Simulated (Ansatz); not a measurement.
# Run report: Ge, band-structure calculation

The run: band-structure calculation of Ge (12 atoms in the cell). Method and program: DFT r2SCAN, scalar-relativistic, plane waves, PAW, no spin polarisation (Ansatz 0.2.0).

The structure derives from an entry of the Crystallography Open Database. Figures and captions count atoms from 1; the log counts them from 0 in places.

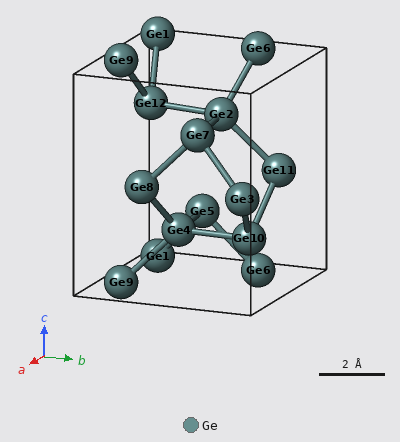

*The input geometry (ball-and-stick view of the cell of the calculation, seen slightly off an axis; atoms are numbered from 1 in the order of the input). An atom can appear more than once, as a periodic image.*

Near neighbours in the periodic cell (some may lie outside the picture): Ge has 4 Ge at 2.48 to 2.51 Å.

### The input
```yaml
crystal:
  lattice:
    - [5.9485817736, 0.0, 0.0]
    - [0.0, 5.9485817736, 0.0]
    - [0.0, 0.0, 7.0893631428]
  atoms:
    - { symbol: Ge, position: [0.0844686895, 0.0844686895, 0.0] }
    - { symbol: Ge, position: [0.4155313105, 0.5844686895, 0.75] }
    - { symbol: Ge, position: [0.9155313105, 0.9155313105, 0.5] }
    - { symbol: Ge, position: [0.5844686895, 0.4155313105, 0.25] }
    - { symbol: Ge, position: [0.1692033319, 0.3728100964, 0.2442841429] }
    - { symbol: Ge, position: [0.1271899036, 0.6692033319, -0.0057158571] }
    - { symbol: Ge, position: [0.8307966681, 0.6271899036, 0.7442841429] }
    - { symbol: Ge, position: [0.8728100964, 0.3307966681, 0.4942841429] }
    - { symbol: Ge, position: [0.6692033319, 0.1271899036, 0.0057158571] }
    - { symbol: Ge, position: [0.6271899036, 0.8307966681, 0.2557158571] }
    - { symbol: Ge, position: [0.3307966681, 0.8728100964, 0.5057158571] }
    - { symbol: Ge, position: [0.3728100964, 0.1692033319, 0.7557158571] }
basis:
  ecutwfc: 500
kpoints:
  mp_grid: { grid: [6, 6, 4] }
  band_path:
    path:
      - [[0.0, 0.0, 0.0], [0.0, 0.5, 0.0], [0.5, 0.5, 0.0], [0.0, 0.0, 0.0], [0.0, 0.0, 0.5], [0.0, 0.5, 0.5], [0.5, 0.5, 0.5], [0.0, 0.0, 0.5]]
      - [[0.0, 0.5, 0.0], [0.0, 0.5, 0.5]]
      - [[0.5, 0.5, 0.0], [0.5, 0.5, 0.5]]
    npoints: 10
hamiltonian:
  xc: r2scan
scf:
  occupations: { method: gaussian, width: 0.02 }
  n_extra_bands: 30
output:
  forces: true
  stress: true
  eigenvalues: true
  populations: true
  dos: { projected: true, de: 0.02, nscf_kmesh: { grid: [9, 9, 6] } }
  bader: false
  write_density: true
  write_potential: true
  elf: true
  volumetric_format: npy
```

Run on 4 threads of Intel Xeon @ 2.50GHz (Skylake/Cascade Lake), 189 GiB of memory available, shared host.

Run as:
```bash
ansatz run input.yaml --threads 4 --pin off --max-ram 10240MiB --backend cpu --events-out ev --progress --plain --runs-dir out
```

### The program's output
```
scf.n_extra_bands = 30 over 84 filled bands (N_el = 168.0): the run solves 114 bands
Engine: ansatz 0.2.0, x86_64-unknown-linux-gnu
Pseudopotentials: kind: paw
Pseudopotential: Ge, paw, valence charge 14, recommended cutoff 500 eV (meta_gga), Ge.paw.azcp
Functional definition: r2SCAN
  parameter k0 = 0.174
  parameter k1 = 0.065
  parameter a1 = 4.9479
  exchange = r2scan_x(k0 = k0, k1 = k1, a1 = a1)
  correlation = r2scan_c
Crystal: 12 atoms, lattice volume = 250.862 Å³
Basis set: ecut = 500 eV, 6349 PW (Γ), exchange–correlation on 180×180×216 points (64 copies of the dense FFT grid, shifted against one another)
Bands: 114, of which v1, the nominal top of the filled ones, is band 84 counted from 1 (83 counted from 0)
Symmetry: 8 space group operations
Space group: P43212 (ITA 96), of the structure as read, at distance tolerance 6.3e-5 Å
k-points: 30 of 144 (time reversal used)
Non-local potential: Ge, projectors of the file, l = 0: 2, l = 1: 2, l = 2: 3, l = 3: 1
PAW form: soft (Blöchl's): semilocal exchange-correlation on the pseudo side does not see the compensation charge
PAW frozen core: Ge, regenerated for the run's functional (the file was generated under x = pbe(κ = 0.804, μ = 0.2195149727645171), c = pbe(β = 0.06672455060314922))
PAW one-centre angular grid: Ge, 590 points (default); XC on 160 Gauss nodes
Initial density: superposition of atomic densities (neutral atoms: chi_scale 0, normalization atom), corrected by the library's trained network
Initial wavefunctions: pseudopotential atomic-orbital guess
Functional: x = r2scan, c = r2scan; τ floored in thin density (d = 2e-4 eV/Å³)
SCF iter   1: F=—  HF=-51632.661416 eV  |F-HF|=—  |Δ(HF+E_count)|=         —  Δρ=7.83e-3  dr2=6.51e-2  dr2_τ=2.22e-2  ethr=1.77e-3  ⟨swp⟩=6.0  Hψ=12862  notcnv=0  defer=74
preconditioner: auto → Resta (q_TF=auto, 2.552 Å⁻¹)  ε∞=2.4  [insulator: Δε(μ)=0.702 eV  Ē_g=25.369 eV  σ=0.020 eV  W_gap=1.00  n_scr=80 (ndim 8)  ℏωp=30.4 eV  f_vac=0.000  D(μ)=0.00/eV (n_scr^D=0)  ε∞_Penn≈2.4]
SCF iter   2: F=—  HF=-51632.742854 eV  |F-HF|=—  |Δ(HF+E_count)|=   8.14e-2  Δρ=2.80e-3  dr2=1.23e-2  dr2_τ=1.86e-4  ethr=3.88e-5  ⟨swp⟩=2.0  Hψ=6646  notcnv=0  defer=734
SCF iter   3: F=—  HF=-51632.745697 eV  |F-HF|=—  |Δ(HF+E_count)|=   2.84e-3  Δρ=1.82e-3  dr2=5.16e-3  dr2_τ=5.10e-5  ethr=7.34e-6  ⟨swp⟩=2.0  Hψ=5078  notcnv=0  defer=734
SCF iter   4: F=—  HF=-51632.747112 eV  |F-HF|=—  |Δ(HF+E_count)|=   1.41e-3  Δρ=7.78e-4  dr2=9.01e-4  dr2_τ=8.40e-6  ethr=3.07e-6  ⟨swp⟩=1.0  Hψ=2686  notcnv=0  defer=734
SCF iter   5: F=—  HF=-51632.747368 eV  |F-HF|=—  |Δ(HF+E_count)|=   2.57e-4  Δρ=1.65e-4  dr2=3.66e-5  dr2_τ=4.27e-7  ethr=5.36e-7  ⟨swp⟩=2.0  Hψ=3402  notcnv=0  defer=734
SCF iter   6: F=—  HF=-51632.747403 eV  |F-HF|=—  |Δ(HF+E_count)|=   3.50e-5  Δρ=2.23e-5  dr2=6.44e-7  dr2_τ=8.50e-9  ethr=2.18e-8  ⟨swp⟩=2.0  Hψ=3406  notcnv=0  defer=734
SCF iter   7: F=-51632.747404 eV  HF=-51632.747404 eV  |F-HF|=9.87e-8  |Δ(HF+E_count)|=   4.49e-7  Δρ=4.81e-6  dr2=6.05e-8  dr2_τ=4.51e-10  ethr=5.95e-11  ⟨swp⟩=13.9  Hψ=27323  notcnv=0
SCF 1 converged in 7 iterations: F = -51632.747404 eV  dr2 = 6.05e-8
  greatest PAW one-centre occupation: 0.998 electrons in one spin orbital (limit 2), on the Ge atom at site 0 (counted from 0), in its partial waves of l = 2
```

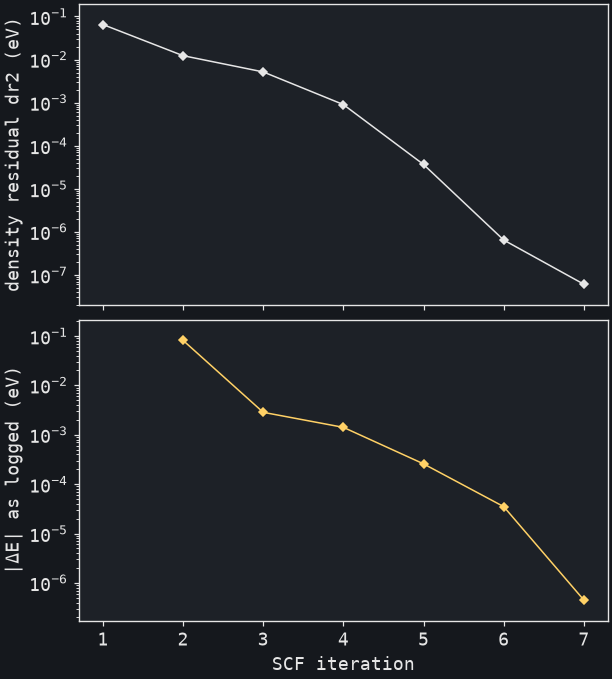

*Convergence of the self-consistent field: density residual dr2 and size of the energy change against the SCF iteration.*

The residual falls at every step.

```
NSCF: frozen V_eff on 93 k-points
NSCF: frozen V_eff on 60 k-points
SCF converged after 7 iterations
Free energy (F): -51632.747404 eV
Harris-Foulkes:  -51632.747404 eV  (|F-HF|=9.87e-8)
Internal energy: -51632.747404 eV  (E = F + TS)
E sigma→0 (E₀):  -51632.747404 eV
Fermi energy:    9.157012 eV
--- Per-component energies (eV) ---
  E_band       = -1737.160571
  E_kinetic    = 1329.859889
  E_local      = -28154.795223  (includes V_loc(G=0)·N_el)
  E_nonlocal   = 5032.099091
  E_hartree    = 12358.291521
  E_xc         = -828.923552
  E_vxc        = -813.853655  (∫ρ·V_xc dr)
  E_paw        = -24401.428126  (= ΣΔE_a)
  E_vpaw       = -3892.460736  (= ΣTr[D̂ρ^β])
  E_aug_tail   = 0.000205  (compensation charges beyond the density's cutoff)
  E_vtau       = 45.414319  (kinetic-family band-sum trace: ∫τ·v_τ [+ j·A + Jᵃ·Aᵃ] dr)
  E_ewald      = -16954.822017
  E_core_change = -13.029189  (= ΣΔE_core)
  E_smearing   = -0.000000  (= −TS)
  E_closure    = -0.000000  (closes the sum)
  Σ components = -51632.747404   (vs F -51632.747404, Δ=0.00e0)
--- Forces (eV/Å), atoms counted from 1 ---
  atom   1  Ge    -0.00109695    -0.00109695     0.00000000
  atom   2  Ge     0.00109695    -0.00109695     0.00000000
  atom   3  Ge     0.00109695     0.00109695    -0.00000000
  atom   4  Ge    -0.00109695     0.00109695    -0.00000000
  atom   5  Ge     0.00281596    -0.00080161     0.00031745
  atom   6  Ge     0.00080161     0.00281596     0.00031745
  atom   7  Ge    -0.00281596     0.00080161     0.00031745
  atom   8  Ge    -0.00080161    -0.00281596     0.00031745
  atom   9  Ge     0.00281596     0.00080161    -0.00031745
  atom  10  Ge     0.00080161    -0.00281596    -0.00031745
  atom  11  Ge    -0.00281596    -0.00080161    -0.00031745
  atom  12  Ge    -0.00080161     0.00281596    -0.00031745
  max |Σ_I F_I| component: 1.20e-16 eV/Å
--- Stress (GPa, compression-positive) ---
       -0.001956       0.000000       0.000000
        0.000000      -0.001956       0.000000
        0.000000      -0.000000       0.010168
  P = ⅓ Tr σ = 0.0021 GPa (0.021 kbar)
--- Band table (eV; the first three rows and the last of 30) ---
  k-point 0: bands = ["-16.1336", "-16.1043", "-16.1043", "-16.0896", "-16.0810", "-16.0810", "-16.0799", "-16.0663", "-16.0663", "-16.0585", "-16.0557", "-16.0555", "-16.0490", "-16.0297", "-16.0116", "-16.0099", "-16.0099", "-15.9881", "-15.9829", "-15.9829", "-15.9766", "-15.9762", "-15.9762", "-15.9737", "-15.9463", "-15.9446", "-15.9445", "-15.9445", "-15.9394", "-15.9156", "-15.9156", "-15.9065", "-15.8949", "-15.8941", "-15.8941", "-15.8795", "-15.8789", "-15.8789", "-15.8761", "-15.8728", "-15.8637", "-15.8428", "-15.8428", "-15.8396", "-15.8230", "-15.8230", "-15.8142", "-15.8142", "-15.8031", "-15.7967", "-15.7941", "-15.7856", "-15.7795", "-15.7758", "-15.7756", "-15.7756", "-15.7629", "-15.7284", "-15.7284", "-15.7136", "-4.1394", "-1.6982", "-1.6982", "-0.7606", "-0.0299", "-0.0078", "-0.0078", "2.2943", "2.7229", "2.7229", "2.8353", "3.4152", "4.8480", "5.0485", "5.0485", "5.5528", "5.5809", "6.0522", "6.0522", "6.8840", "7.7613", "7.8177", "7.8177", "8.5285", "10.5252", "10.7620", "10.7620", "11.7429", "12.6969", "12.7727", "12.7946", "13.1782", "13.3592", "13.3592", "13.9480", "13.9480", "14.9071", "15.1507", "15.5904", "15.5904", "15.8741", "16.3283", "16.5927", "16.5927", "16.6387", "17.1036", "17.1036", "17.2500", "17.7987", "17.9333", "17.9333", "18.5422", "18.8030", "18.9525"]
  k-point 1: bands = ["-16.1326", "-16.1180", "-16.0915", "-16.0878", "-16.0801", "-16.0792", "-16.0788", "-16.0697", "-16.0663", "-16.0648", "-16.0620", "-16.0604", "-16.0328", "-16.0219", "-16.0095", "-16.0081", "-16.0071", "-15.9958", "-15.9874", "-15.9873", "-15.9796", "-15.9716", "-15.9716", "-15.9685", "-15.9555", "-15.9538", "-15.9438", "-15.9383", "-15.9304", "-15.9243", "-15.9121", "-15.9104", "-15.9027", "-15.8975", "-15.8860", "-15.8853", "-15.8845", "-15.8771", "-15.8758", "-15.8699", "-15.8540", "-15.8462", "-15.8398", "-15.8396", "-15.8238", "-15.8157", "-15.8150", "-15.8080", "-15.8070", "-15.8005", "-15.7997", "-15.7908", "-15.7814", "-15.7780", "-15.7711", "-15.7638", "-15.7631", "-15.7380", "-15.7216", "-15.7147", "-3.9709", "-2.6837", "-0.7406", "-0.7089", "-0.3703", "0.0213", "0.6017", "1.6729", "2.2232", "2.9586", "3.2145", "3.3502", "4.2236", "4.4661", "5.8604", "5.8995", "6.1922", "6.3402", "6.5054", "6.7245", "7.4518", "7.7784", "7.8582", "7.9507", "10.9594", "11.0702", "11.2683", "11.4454", "11.6311", "11.6847", "11.9533", "12.3595", "13.2285", "13.9604", "14.5534", "14.7149", "15.2068", "15.3571", "15.4670", "15.5982", "15.6607", "15.9402", "16.3450", "16.3553", "16.8124", "17.0652", "17.4590", "17.6847", "17.7121", "17.7191", "18.5758", "18.5986", "19.1553", "19.3107"]
  k-point 2: bands = ["-16.1280", "-16.1280", "-16.0857", "-16.0857", "-16.0786", "-16.0786", "-16.0736", "-16.0736", "-16.0684", "-16.0684", "-16.0657", "-16.0657", "-16.0118", "-16.0118", "-16.0100", "-16.0100", "-16.0047", "-16.0047", "-15.9942", "-15.9942", "-15.9774", "-15.9774", "-15.9656", "-15.9656", "-15.9563", "-15.9563", "-15.9358", "-15.9358", "-15.9320", "-15.9320", "-15.9126", "-15.9126", "-15.9057", "-15.9057", "-15.8878", "-15.8878", "-15.8804", "-15.8804", "-15.8689", "-15.8689", "-15.8478", "-15.8478", "-15.8399", "-15.8399", "-15.8147", "-15.8147", "-15.8102", "-15.8102", "-15.8081", "-15.8081", "-15.7993", "-15.7993", "-15.7794", "-15.7794", "-15.7659", "-15.7659", "-15.7501", "-15.7501", "-15.7174", "-15.7174", "-3.4740", "-3.4740", "-0.5755", "-0.5755", "-0.0853", "-0.0853", "1.0732", "1.0732", "2.4551", "2.4551", "3.2979", "3.2979", "4.1558", "4.1558", "5.9706", "5.9706", "6.6399", "6.6399", "6.9273", "6.9273", "7.5925", "7.5925", "8.0047", "8.0047", "9.9215", "9.9215", "10.7448", "10.7448", "12.4468", "12.4468", "12.5849", "12.5849", "13.6372", "13.6372", "13.8759", "13.8759", "14.9314", "14.9314", "14.9530", "14.9530", "16.3702", "16.3702", "16.8543", "16.8543", "17.1989", "17.1989", "17.4224", "17.4224", "17.9305", "17.9305", "18.9090", "18.9090", "19.7473", "19.7473"]
  k-point 29: bands = ["-16.1123", "-16.1123", "-16.1123", "-16.1123", "-16.0775", "-16.0775", "-16.0775", "-16.0775", "-16.0397", "-16.0397", "-16.0397", "-16.0397", "-16.0240", "-16.0240", "-16.0240", "-16.0240", "-15.9892", "-15.9892", "-15.9892", "-15.9892", "-15.9729", "-15.9729", "-15.9729", "-15.9729", "-15.9479", "-15.9479", "-15.9479", "-15.9479", "-15.9198", "-15.9198", "-15.9198", "-15.9198", "-15.8915", "-15.8915", "-15.8915", "-15.8915", "-15.8650", "-15.8650", "-15.8650", "-15.8650", "-15.8459", "-15.8459", "-15.8459", "-15.8459", "-15.8235", "-15.8235", "-15.8235", "-15.8235", "-15.7964", "-15.7964", "-15.7964", "-15.7964", "-15.7850", "-15.7850", "-15.7850", "-15.7850", "-15.7475", "-15.7475", "-15.7475", "-15.7475", "-1.9703", "-1.9703", "-1.9703", "-1.9703", "-0.7876", "-0.7876", "-0.7876", "-0.7876", "4.1042", "4.1042", "4.1042", "4.1042", "6.0242", "6.0242", "6.0242", "6.0242", "7.3949", "7.3949", "7.3949", "7.3949", "7.7003", "7.7003", "7.7003", "7.7003", "10.3790", "10.3790", "10.3790", "10.3790", "11.1110", "11.1110", "11.1110", "11.1110", "13.1703", "13.1703", "13.1703", "13.1703", "14.4496", "14.4496", "14.4496", "14.4496", "15.5624", "15.5624", "15.5624", "15.5624", "16.8331", "16.8331", "16.8331", "16.8331", "18.7527", "18.7527", "18.7527", "18.7527", "19.8202", "19.8202"]
--- Löwdin populations: 12 sites ---
  site symbol       q [e]
     0     Ge     13.9727
     1     Ge     13.9727
     2     Ge     13.9727
     3     Ge     13.9727
     4     Ge     13.9809
     5     Ge     13.9809
     6     Ge     13.9809
     7     Ge     13.9809
     8     Ge     13.9809
     9     Ge     13.9809
    10     Ge     13.9809
    11     Ge     13.9809
  spilling = 0.001560 (of n_electrons = 168.000000)
```

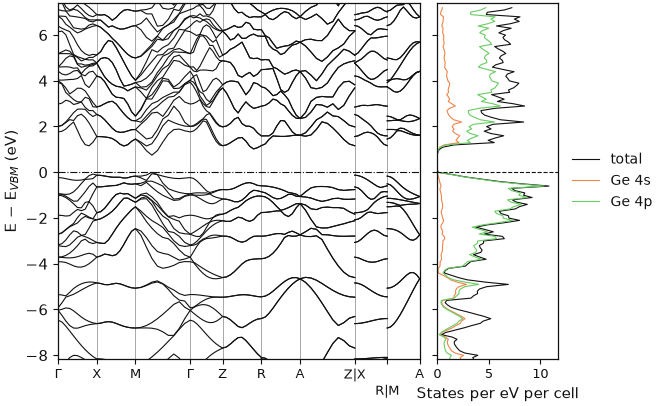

*Band structure along Γ–X–M–Γ–Z–R–A–Z|X–R|M–A and density of states (projected on Löwdin-orthogonalised atomic shells), with energies from the valence-band top.*

There is a gap of 0.74 eV on this path, direct, at between M and Γ.

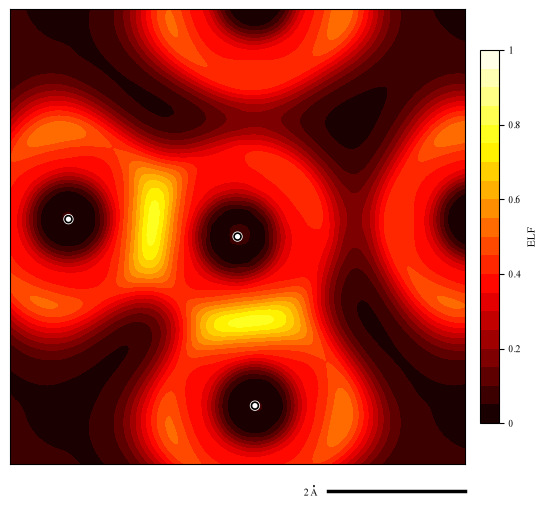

*ELF on the (001) plane of the conventional cell. Circles mark the nuclei in the plane (Ge).*

Atoms in the plane: Ge. Ge–Ge (2.48 Å): the ELF peaks at about 0.75 between the atoms (a covalent bond). Core electrons are frozen (PAW), so the fields are smoothed inside the atomic spheres.

### Key numbers

```json
{"quantity": "outcome", "value": "converged"}
{"quantity": "space group (tolerance 0.01 Å)", "value": "P4₃2₁2 (96)"}
{"quantity": "electrons treated", "value": "168"}
{"quantity": "free energy", "value": "−51632.7474 eV"}
{"quantity": "Fermi energy", "value": "9.157 eV"}
{"quantity": "gap on the k-point mesh", "value": "0.74 eV"}
{"quantity": "gap on the band path", "value": "0.74 eV"}
{"quantity": "pressure", "value": "0.00 GPa"}
{"quantity": "largest force (length of the vector)", "value": "0.003 eV/Å"}
{"quantity": "wall time", "value": "4.7 min (CPU time 18 min)"}
{"quantity": "peak memory", "value": "2.9 GiB"}
```
